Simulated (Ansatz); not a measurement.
## Geometry relaxation of Cu₂₇O₁₄ (part 1 of 4)

- system: Cu₂₇O₁₄ (defect cell, 41 atoms in the cell)
- method: DFT, PBE, plane waves, PAW, spin-polarised (Ansatz 0.2.0)

The structure derives from a Materials Project entry. It belongs to a series of runs on one base structure; here: Cu vacancy (site c), charge +0, atoms relaxed at the host's cell.

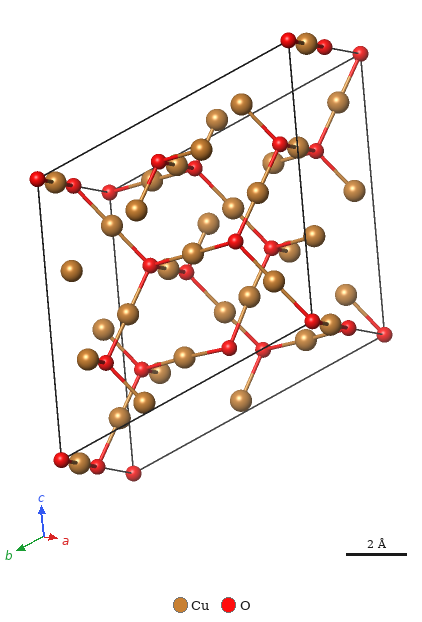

Figure 1. The input geometry (ball-and-stick view of the cell of the calculation, seen at an oblique angle). Near neighbours in the crystal (not all of them lie inside the picture): Cu has 2 O at 1.76 to 1.97 Å; O has 3 Cu at 1.76 to 1.97 Å; O has 4 Cu at 1.86 Å.

**Results in brief**

```json
{"quantity": "outcome", "value": "converged"}
{"quantity": "electrons treated", "value": "597"}
{"quantity": "free energy", "value": "−186803.8953 eV"}
{"quantity": "Fermi energy", "value": "10.053 eV"}
{"quantity": "gap on the k-point mesh", "value": "none (metallic)"}
{"quantity": "net moment of the cell", "value": "1.00 μB"}
{"quantity": "integrated absolute moment", "value": "1.09 μB"}
{"quantity": "final volume", "value": "555.86 Å³"}
{"quantity": "largest force (length of the vector) at the end", "value": "0.014 eV/Å"}
{"quantity": "hardware", "value": "4 threads of Intel Xeon @ 2.70GHz, 189 GiB of memory available, shared host"}
{"quantity": "wall time", "value": "92 s (CPU time 5.5 min)"}
{"quantity": "peak memory", "value": "1.5 GiB"}
```

**Notes**

Settings chosen away from the usual ones: Cu vacancy (site c), charge +0, atoms relaxed at the host's cell. These settings are looser than, or depart from, a standard set-up, so the numbers are not reference values for this system. The k-point mesh is coarse (a preliminary or cheap run), so energies and forces are approximate.

**Input**
```yaml
crystal:
  lattice:
    - [4.2982238188, 4.2982238188, -4.2982238188]
    - [0.0, 4.2982238188, 8.5964476376]
    - [4.2982238188, -8.5964476376, 0.0]
  atoms:
    - { symbol: Cu, position: [0.3928571429, 0.5714285714, 0.8571428571] }
    - { symbol: Cu, position: [0.25, 1.0, 0.0] }
    - { symbol: Cu, position: [0.6785714286, 0.7142857143, 0.5714285714] }
    - { symbol: Cu, position: [0.5357142857, 0.1428571429, 0.7142857143] }
    - { symbol: Cu, position: [0.9642857143, 0.8571428571, 0.2857142857] }
    - { symbol: Cu, position: [0.8214285714, 0.2857142857, 0.4285714286] }
    - { symbol: Cu, position: [0.4642857143, 0.3571428571, 0.2857142857] }
    - { symbol: Cu, position: [0.75, 0.5, 0.0] }
    - { symbol: Cu, position: [0.6071428571, 0.9285714286, 0.1428571429] }
    - { symbol: Cu, position: [0.0357142857, 0.6428571429, 0.7142857143] }
    - { symbol: Cu, position: [0.8928571429, 0.0714285714, 0.8571428571] }
    - { symbol: Cu, position: [0.3214285714, 0.7857142857, 0.4285714286] }
    - { symbol: Cu, position: [0.1785714286, 0.2142857143, 0.5714285714] }
    - { symbol: Cu, position: [0.3214285714, 0.2857142857, 0.9285714286] }
    - { symbol: Cu, position: [0.6071428571, 0.4285714286, 0.6428571429] }
    - { symbol: Cu, position: [0.4642857143, 0.8571428571, 0.7857142857] }
    - { symbol: Cu, position: [0.8928571429, 0.5714285714, 0.3571428571] }
    - { symbol: Cu, position: [0.75, 1.0, 0.5] }
    - { symbol: Cu, position: [0.1785714286, 0.7142857143, 0.0714285714] }
    - { symbol: Cu, position: [0.0357142857, 0.1428571429, 0.2142857143] }
    - { symbol: Cu, position: [0.5357142857, 0.6428571429, 0.2142857143] }
    - { symbol: Cu, position: [0.8214285714, 0.7857142857, 0.9285714286] }
    - { symbol: Cu, position: [0.6785714286, 0.2142857143, 0.0714285714] }
    - { symbol: Cu, position: [0.1071428571, 0.9285714286, 0.6428571429] }
    - { symbol: Cu, position: [0.9642857143, 0.3571428571, 0.7857142857] }
    - { symbol: Cu, position: [0.3928571429, 0.0714285714, 0.3571428571] }
    - { symbol: Cu, position: [0.25, 0.5, 0.5] }
    - { symbol: O, position: [0.3365824465, 0.4160603155, 0.1263792046], spin: 0.5 }
    - { symbol: O, position: [0.6428571429, 0.5714285714, 0.8571428571] }
    - { symbol: O, position: [0.5, 1.0, 1.0] }
    - { symbol: O, position: [0.9285714286, 0.7142857143, 0.5714285714] }
    - { symbol: O, position: [0.7857142857, 0.1428571429, 0.7142857143] }
    - { symbol: O, position: [0.2142857143, 0.8571428571, 0.2857142857] }
    - { symbol: O, position: [0.0714285714, 0.2857142857, 0.4285714286] }
    - { symbol: O, position: [0.7142857143, 0.8571428571, 0.2857142857] }
    - { symbol: O, position: [0.0, 0.0, 0.0] }
    - { symbol: O, position: [0.8709231103, 0.4320794712, 0.1534979736], spin: 0.5 }
    - { symbol: O, position: [0.2857142857, 0.1428571429, 0.7142857143] }
    - { symbol: O, position: [0.1428571429, 0.5714285714, 0.8571428571] }
    - { symbol: O, position: [0.5714285714, 0.2857142857, 0.4285714286] }
    - { symbol: O, position: [0.4285714286, 0.7142857143, 0.5714285714] }
  host:
    lattice:
      - [4.2982238188, 0.0, 0.0]
      - [0.0, 4.2982238188, 0.0]
      - [0.0, 0.0, 4.2982238188]
    atoms:
      - { symbol: Cu, position: [0.25, 0.25, 0.75] }
      - { symbol: Cu, position: [0.75, 0.25, 0.25] }
      - { symbol: Cu, position: [0.25, 0.75, 0.25] }
      - { symbol: Cu, position: [0.75, 0.75, 0.75] }
      - { symbol: O, position: [0.5, 0.5, 0.5] }
      - { symbol: O, position: [0.0, 0.0, 0.0] }
basis:
  ecutwfc: 420
  xc_grid: 2
kpoints:
  mp_grid: { grid: [1, 1, 1], shift: [0.0, 0.0, 0.0] }
hamiltonian:
  xc: pbe
scf:
  occupations: { method: gaussian, width: 0.02 }
output:
  forces: true
  stress: false
  eigenvalues: true
  populations: true
  charged_corrections:
    defect_position: [0.10714286, 0.42857143, 0.14285714]
    epsilon: [[9.7515, 0.0, 0.0], [0.0, 9.7515, 0.0], [0.0, 0.0, 9.7515]]
magnetization:
  spin_polarized: true
relax:
  adjacent_minimum: "off"
  f_tol: 0.025
  max_steps: 45
```

Launched with:
```bash
ansatz run input.yaml --threads 4 --pin off --max-ram 8192MiB --backend cpu --events-out ev --progress --plain --runs-dir out
```

**The program's output**
```
Engine: ansatz 0.2.0, x86_64-unknown-linux-gnu
Pseudopotentials: kind: paw
Pseudopotential: Cu, paw, valence charge 19, recommended cutoff 420 eV (normal), Cu.paw.azcp
Pseudopotential: O, paw, valence charge 6, recommended cutoff 420 eV (normal), O.paw.azcp
Functional definition: PBE
  parameter kappa = 0.804
  parameter beta = 0.06672455060314922
  exchange = pbe_x(kappa = kappa, mu = beta*pi^2/3)
  correlation = pbe_c(beta = beta)
Crystal: 41 atoms, lattice volume = 555.860 Å³
Basis set: ecut = 420 eV, 10839 PW (Γ), exchange–correlation on 100×144×144 points (8 copies of the dense FFT grid, shifted against one another)
Bands: 359, of which v1, the nominal top of the filled ones, is band 299 counted from 1 (298 counted from 0)
Symmetry: 1 space group operations
Space group: P1 (ITA 1), of the structure as read, at distance tolerance 8.2e-5 Å
Magnetic group: BNS 1.1 (UNI 1), of the structure as read, at distance tolerance 8.2e-5 Å
k-points: 1
Non-local potential: Cu, projectors of the file, l = 0: 3, l = 1: 2, l = 2: 3, l = 3: 1
Non-local potential: O, projectors of the file, l = 0: 2, l = 1: 2, l = 2: 1
PAW form: soft (Blöchl's): semilocal exchange-correlation on the pseudo side does not see the compensation charge
PAW one-centre angular grid: Cu, 590 points (default); XC on 64 Gauss nodes
PAW one-centre angular grid: O, 110 points (default); XC on 64 Gauss nodes
Initial density: superposition of atomic densities (chi_scale 0.1, normalization cell, long waves kept (reshape's long-wave potential 0.21 eV rms))
Starting moments: Σ|m| = 1 μB on 2 of 41 sites
Initial wavefunctions: pseudopotential atomic-orbital guess
Functional: x = pbe(κ = 0.804, μ = 0.2195149727645171), c = pbe(β = 0.06672455060314922)
iter 1 solved again at ethr=2.16e-3 eV; its pass at ethr=3.10e-3 eV (dr2=1.29e1 eV) is discarded
SCF iter   1: F=—  HF=-186803.709823 eV  |F-HF|=—  |Δ(HF+E_count)|=         —  Δρ=3.39e-2 (↑3.39e-2 ↓3.36e-2)  dr2=1.30e1  dr2_m=2.54e-1  M=0.895 μB ∫|m|=1.017 μB  β_m=0.30  ethr=2.16e-3  ⟨swp⟩=2.0  Hψ=3096  notcnv=0
preconditioner: auto → Kerker (q_TF=auto, 2.761 Å⁻¹)  [metal: Δε(μ)=0.017 eV  Ē_g=9.655 eV  σ=0.020 eV  W_gap=0.46  n_scr=194 (ndim 8)  ℏωp=30.7 eV  f_vac=0.030  D(μ)=54.25/eV (n_scr^D=674)]
spin=Collinear: Kerker preconditioning applied to the charge; magnetization (m = ρ↑ − ρ↓) channel mixes plain (no charge-response kernel on spin).
SCF iter   2: F=—  HF=-186803.109010 eV  |F-HF|=—  |Δ(HF+E_count)|=   6.01e-1  Δρ=2.10e-2 (↑2.01e-2 ↓2.10e-2)  dr2=4.14e0  dr2_m=1.65e-1  M=0.945 μB ∫|m|=1.052 μB  β_m=0.30  ethr=2.16e-3  ⟨swp⟩=2.0  Hψ=1117  notcnv=0
SCF iter   3: F=—  HF=-186803.593155 eV  |F-HF|=—  |Δ(HF+E_count)|=   4.84e-1  Δρ=1.33e-2 (↑1.01e-2 ↓1.33e-2)  dr2=1.70e0  dr2_m=1.07e-1  M=0.942 μB ∫|m|=1.050 μB  β_m=0.30  ethr=6.94e-4  ⟨swp⟩=2.0  Hψ=1138  notcnv=0  defer=102
SCF iter   4: F=—  HF=-186803.641194 eV  |F-HF|=—  |Δ(HF+E_count)|=   4.80e-2  Δρ=8.17e-3 (↑5.74e-3 ↓8.17e-3)  dr2=6.75e-1  dr2_m=6.39e-2  M=0.984 μB ∫|m|=1.077 μB  β_m=0.30  ethr=2.85e-4  ⟨swp⟩=2.0  Hψ=851  notcnv=0  defer=102
SCF iter   5: F=—  HF=-186803.450515 eV  |F-HF|=—  |Δ(HF+E_count)|=   1.91e-1  Δρ=4.74e-3 (↑4.74e-3 ↓4.01e-3)  dr2=1.75e-1  dr2_m=3.80e-2  M=0.989 μB ∫|m|=1.074 μB  β_m=0.30  ethr=1.13e-4  ⟨swp⟩=2.0  Hψ=1010  notcnv=0  defer=102
SCF iter   6: F=—  HF=-186803.479451 eV  |F-HF|=—  |Δ(HF+E_count)|=   2.89e-2  Δρ=3.37e-3 (↑3.37e-3 ↓2.58e-3)  dr2=9.42e-2  dr2_m=2.33e-2  M=0.997 μB ∫|m|=1.081 μB  β_m=0.30  ethr=2.93e-5  ⟨swp⟩=2.5  Hψ=1163  notcnv=0  defer=102
SCF iter   7: F=—  HF=-186803.527074 eV  |F-HF|=—  |Δ(HF+E_count)|=   4.76e-2  Δρ=2.13e-3 (↑2.13e-3 ↓1.87e-3)  dr2=6.45e-2  dr2_m=1.40e-2  M=0.998 μB ∫|m|=1.080 μB  β_m=0.30  ethr=1.58e-5  ⟨swp⟩=2.0  Hψ=942  notcnv=0  defer=102
SCF iter   8: F=—  HF=-186803.539644 eV  |F-HF|=—  |Δ(HF+E_count)|=   1.26e-2  Δρ=1.85e-3 (↑1.85e-3 ↓1.53e-3)  dr2=3.59e-2  dr2_m=8.60e-3  M=0.999 μB ∫|m|=1.081 μB  β_m=0.30  ethr=1.08e-5  ⟨swp⟩=2.0  Hψ=988  notcnv=0  defer=102
Mixer restart at iter 8: flushing history
spin-set hold released at iteration 8 (site moments contracting): the magnetisation degrees of freedom join the quasi-Newton model from the next iteration; the mixer history was flushed
SCF iter   9: F=—  HF=-186803.537093 eV  |F-HF|=—  |Δ(HF+E_count)|=   2.55e-3  Δρ=1.31e-3 (↑1.31e-3 ↓1.07e-3)  dr2=2.29e-2  dr2_m=5.23e-3  M=0.999 μB ∫|m|=1.080 μB  β_m=0.49  ethr=6.01e-6  ⟨swp⟩=2.0  Hψ=860  notcnv=0  defer=102
SCF iter  10: F=—  HF=-186803.536850 eV  |F-HF|=—  |Δ(HF+E_count)|=   2.43e-4  Δρ=1.18e-3 (↑9.77e-4 ↓1.18e-3)  dr2=2.20e-2  dr2_m=2.10e-3  M=0.999 μB ∫|m|=1.083 μB  β_m=0.52  ethr=3.83e-6  ⟨swp⟩=2.0  Hψ=952  notcnv=0  defer=102
SCF iter  11: F=—  HF=-186803.536173 eV  |F-HF|=—  |Δ(HF+E_count)|=   6.77e-4  Δρ=5.84e-4 (↑4.18e-4 ↓5.84e-4)  dr2=9.08e-3  dr2_m=2.19e-4  M=0.999 μB ∫|m|=1.083 μB  β_m=0.60  ethr=3.69e-6  ⟨swp⟩=2.0  Hψ=954  notcnv=0  defer=102
SCF iter  12: F=—  HF=-186803.537631 eV  |F-HF|=—  |Δ(HF+E_count)|=   1.46e-3  Δρ=8.91e-4 (↑6.35e-4 ↓8.91e-4)  dr2=1.34e-2  dr2_m=1.81e-4  M=0.999 μB ∫|m|=1.085 μB  β_m=0.60  ethr=1.52e-6  ⟨swp⟩=2.0  Hψ=1255  notcnv=0  defer=102
SCF iter  13: F=—  HF=-186803.536481 eV  |F-HF|=—  |Δ(HF+E_count)|=   1.15e-3  Δρ=3.47e-4 (↑3.04e-4 ↓3.47e-4)  dr2=3.61e-3  dr2_m=1.33e-5  M=0.999 μB ∫|m|=1.087 μB  β_m=0.51  ethr=1.52e-6  ⟨swp⟩=2.0  Hψ=1002  notcnv=0  defer=102
SCF iter  14: F=—  HF=-186803.536078 eV  |F-HF|=—  |Δ(HF+E_count)|=   4.03e-4  Δρ=3.04e-4 (↑2.08e-4 ↓3.04e-4)  dr2=1.62e-3  dr2_m=3.99e-5  M=0.998 μB ∫|m|=1.085 μB  β_m=0.58  ethr=6.04e-7  ⟨swp⟩=2.0  Hψ=954  notcnv=0  defer=102
SCF iter  15: F=—  HF=-186803.536201 eV  |F-HF|=—  |Δ(HF+E_count)|=   1.24e-4  Δρ=2.30e-4 (↑2.05e-4 ↓2.30e-4)  dr2=1.10e-3  dr2_m=1.72e-5  M=0.999 μB ∫|m|=1.086 μB  β_m=0.58  ethr=2.72e-7  ⟨swp⟩=2.0  Hψ=967  notcnv=0  defer=102
SCF iter  16: F=—  HF=-186803.536174 eV  |F-HF|=—  |Δ(HF+E_count)|=   2.70e-5  Δρ=1.41e-4 (↑1.41e-4 ↓1.23e-4)  dr2=3.56e-4  dr2_m=1.70e-5  M=0.999 μB ∫|m|=1.085 μB  β_m=0.51  ethr=1.85e-7  ⟨swp⟩=2.0  Hψ=970  notcnv=0  defer=102
SCF iter  17: F=—  HF=-186803.536132 eV  |F-HF|=—  |Δ(HF+E_count)|=   4.26e-5  Δρ=8.49e-5 (↑6.90e-5 ↓8.49e-5)  dr2=1.35e-4  dr2_m=5.92e-6  M=0.999 μB ∫|m|=1.085 μB  β_m=0.48  ethr=5.96e-8  ⟨swp⟩=2.0  Hψ=974  notcnv=0  defer=102
SCF iter  18: F=—  HF=-186803.536131 eV  |F-HF|=—  |Δ(HF+E_count)|=   8.59e-7  Δρ=7.81e-5 (↑5.71e-5 ↓7.81e-5)  dr2=8.10e-5  dr2_m=5.23e-6  M=0.999 μB ∫|m|=1.085 μB  β_m=0.46  ethr=2.27e-8  ⟨swp⟩=2.0  Hψ=1139  notcnv=0  defer=102
SCF iter  19: F=—  HF=-186803.536133 eV  |F-HF|=—  |Δ(HF+E_count)|=   1.85e-6  Δρ=4.06e-5 (↑4.06e-5 ↓3.21e-5)  dr2=3.16e-5  dr2_m=2.15e-6  M=0.999 μB ∫|m|=1.085 μB  β_m=0.51  ethr=1.36e-8  ⟨swp⟩=2.0  Hψ=895  notcnv=0  defer=102
SCF iter  20: F=—  HF=-186803.536137 eV  |F-HF|=—  |Δ(HF+E_count)|=   4.12e-6  Δρ=3.85e-5 (↑3.50e-5 ↓3.85e-5)  dr2=2.29e-5  dr2_m=5.83e-7  M=0.999 μB ∫|m|=1.084 μB  β_m=0.42  ethr=2.62e-9  ⟨swp⟩=9.0  Hψ=2774  notcnv=0
SCF iter  21: F=-186803.536129 eV  HF=-186803.536134 eV  |F-HF|=4.70e-6  |Δ(HF+E_count)|=   2.81e-6  Δρ=1.72e-5 (↑1.34e-5 ↓1.72e-5)  dr2=7.73e-6  dr2_m=1.35e-7  M=0.999 μB ∫|m|=1.084 μB  ethr=2.62e-9  ⟨swp⟩=3.0  Hψ=2098  notcnv=0
SCF 1 converged in 21 iterations: F = -186803.536129 eV  dr2 = 7.73e-6
  greatest PAW one-centre occupation: 1.000 electrons in one spin orbital (limit 2), on the Cu atom at site 1 (counted from 0), in its partial waves of l = 0
relax step   1: F+E_penalty+E_count = -186803.53612939 eV  Δ(F+E_penalty+E_count) = +0.000e0 eV  max|allowed force component| = 1.929e0 eV/Å  Δτ_max = 0.0000 Å  (21 SCF iters, dr2 threshold 1.56e-5 eV, accepted)
Initial density: handed on by an earlier stage of this run
Starting moments: Σ|m| = 1 μB on 2 of 41 sites; this step starts from the density that it was given
Initial wavefunctions: those handed on with the density
iter 1 solved again at ethr=7.26e-6 eV; its pass at ethr=3.10e-3 eV (dr2=4.33e-2 eV) is discarded
SCF iter   1: F=—  HF=-186803.733357 eV  |F-HF|=—  |Δ(HF+E_count)|=         —  Δρ=2.21e-3 (↑1.83e-3 ↓2.21e-3)  dr2=4.30e-2  dr2_m=2.18e-3  M=0.999 μB ∫|m|=1.087 μB  β_m=0.30  ethr=7.26e-6  ⟨swp⟩=2.0  Hψ=2062  notcnv=0  defer=102
preconditioner: auto → Kerker (q_TF=auto, 2.761 Å⁻¹)  [metal: Δε(μ)=0.003 eV  Ē_g=9.770 eV  σ=0.020 eV  W_gap=0.08  n_scr=194 (ndim 8)  ℏωp=30.7 eV  f_vac=0.048  D(μ)=57.77/eV (n_scr^D=746)]
spin=Collinear: Kerker preconditioning applied to the charge; magnetization (m = ρ↑ − ρ↓) channel mixes plain (no charge-response kernel on spin).
SCF iter   2: F=—  HF=-186803.731701 eV  |F-HF|=—  |Δ(HF+E_count)|=   1.66e-3  Δρ=1.15e-3 (↑1.14e-3 ↓1.15e-3)  dr2=8.14e-3  dr2_m=8.44e-4  M=0.999 μB ∫|m|=1.085 μB  β_m=0.29  ethr=7.20e-6  ⟨swp⟩=2.0  Hψ=950  notcnv=0  defer=102
SCF iter   3: F=—  HF=-186803.731282 eV  |F-HF|=—  |Δ(HF+E_count)|=   4.18e-4  Δρ=9.24e-4 (↑8.61e-4 ↓9.24e-4)  dr2=6.68e-3  dr2_m=5.62e-4  M=0.999 μB ∫|m|=1.085 μB  β_m=0.37  ethr=1.36e-6  ⟨swp⟩=2.0  Hψ=1157  notcnv=0  defer=102
SCF iter   4: F=—  HF=-186803.731650 eV  |F-HF|=—  |Δ(HF+E_count)|=   3.68e-4  Δρ=3.86e-4 (↑3.44e-4 ↓3.86e-4)  dr2=2.04e-3  dr2_m=6.15e-5  M=0.999 μB ∫|m|=1.085 μB  β_m=0.33  ethr=1.12e-6  ⟨swp⟩=2.0  Hψ=972  notcnv=0  defer=102
SCF iter   5: F=—  HF=-186803.731563 eV  |F-HF|=—  |Δ(HF+E_count)|=   8.69e-5  Δρ=1.54e-4 (↑1.31e-4 ↓1.54e-4)  dr2=4.88e-4  dr2_m=1.11e-5  M=0.999 μB ∫|m|=1.084 μB  β_m=0.42  ethr=3.42e-7  ⟨swp⟩=2.0  Hψ=891  notcnv=0  defer=102
SCF iter   6: F=—  HF=-186803.731591 eV  |F-HF|=—  |Δ(HF+E_count)|=   2.84e-5  Δρ=1.31e-4 (↑8.56e-5 ↓1.31e-4)  dr2=3.02e-4  dr2_m=5.08e-6  M=0.999 μB ∫|m|=1.084 μB  β_m=0.58  ethr=8.17e-8  ⟨swp⟩=2.0  Hψ=933  notcnv=0  defer=102
SCF iter   7: F=—  HF=-186803.731615 eV  |F-HF|=—  |Δ(HF+E_count)|=   2.33e-5  Δρ=1.58e-4 (↑1.27e-4 ↓1.58e-4)  dr2=3.76e-4  dr2_m=2.25e-6  M=0.998 μB ∫|m|=1.083 μB  β_m=0.45  ethr=5.05e-8  ⟨swp⟩=2.0  Hψ=1179  notcnv=0  defer=102
SCF iter   8: F=-186803.731529 eV  HF=-186803.731559 eV  |F-HF|=2.97e-5  |Δ(HF+E_count)|=   5.55e-5  Δρ=3.90e-5 (↑3.27e-5 ↓3.90e-5)  dr2=4.81e-5  dr2_m=3.37e-7  M=0.999 μB ∫|m|=1.084 μB  ethr=1.68e-8  ⟨swp⟩=8.0  Hψ=2691  notcnv=0
SCF 2 converged in 8 iterations: F = -186803.731529 eV  dr2 = 4.81e-5
[... from here on the iterations of each SCF are left out, up to the last one ...]
relax step   2: F+E_penalty+E_count = -186803.73152948 eV  Δ(F+E_penalty+E_count) = -1.954e-1 eV  max|allowed force component| = 1.391e0 eV/Å  Δτ_max = 0.0385 Å  (8 SCF iters, dr2 threshold 1.00e-4 eV, accepted)
preconditioner: auto → Resta (q_TF=auto, 2.761 Å⁻¹)  ε∞=10.9  [insulator: Δε(μ)=0.023 eV  Ē_g=9.767 eV  σ=0.020 eV  W_gap=0.58  n_scr=194 (ndim 8)  ℏωp=30.7 eV  f_vac=0.049  D(μ)=40.78/eV (n_scr^D=458)  ε∞_Penn≈10.9]
spin=Collinear: Resta preconditioning applied to the charge; magnetization (m = ρ↑ − ρ↓) channel mixes plain (no charge-response kernel on spin).
preconditioner: auto → Kerker (q_TF=auto, 2.761 Å⁻¹)  [metal: Δε(μ)=0.009 eV  Ē_g=9.769 eV  σ=0.020 eV  W_gap=0.24  n_scr=194 (ndim 8)  ℏωp=30.7 eV  f_vac=0.050  D(μ)=58.28/eV (n_scr^D=782)]
spin=Collinear: Kerker preconditioning applied to the charge; magnetization (m = ρ↑ − ρ↓) channel mixes plain (no charge-response kernel on spin).
SCF 3 converged in 12 iterations: F = -186803.876792 eV  dr2 = 2.08e-5
relax step   3: F+E_penalty+E_count = -186803.87679216 eV  Δ(F+E_penalty+E_count) = -1.453e-1 eV  max|allowed force component| = 4.291e-1 eV/Å  Δτ_max = 0.0978 Å  (12 SCF iters, dr2 threshold 1.00e-4 eV, accepted)
preconditioner: auto → Kerker (q_TF=auto, 2.761 Å⁻¹)  [metal: Δε(μ)=0.003 eV  Ē_g=9.767 eV  σ=0.020 eV  W_gap=0.07  n_scr=194 (ndim 8)  ℏωp=30.7 eV  f_vac=0.050  D(μ)=59.32/eV (n_scr^D=842)]
spin=Collinear: Kerker preconditioning applied to the charge; magnetization (m = ρ↑ − ρ↓) channel mixes plain (no charge-response kernel on spin).
SCF 4 converged in 11 iterations: F = -186803.895258 eV  dr2 = 7.90e-6
relax step   4: F+E_penalty+E_count = -186803.89525785 eV  Δ(F+E_penalty+E_count) = -1.847e-2 eV  max|allowed force component| = 1.035e-2 eV/Å  Δτ_max = 0.0331 Å  (11 SCF iters, dr2 threshold 1.75e-5 eV, accepted)
iter 1 solved again at ethr=1.32e-9 eV; its pass at ethr=3.10e-3 eV (dr2=7.90e-6 eV) is discarded
```
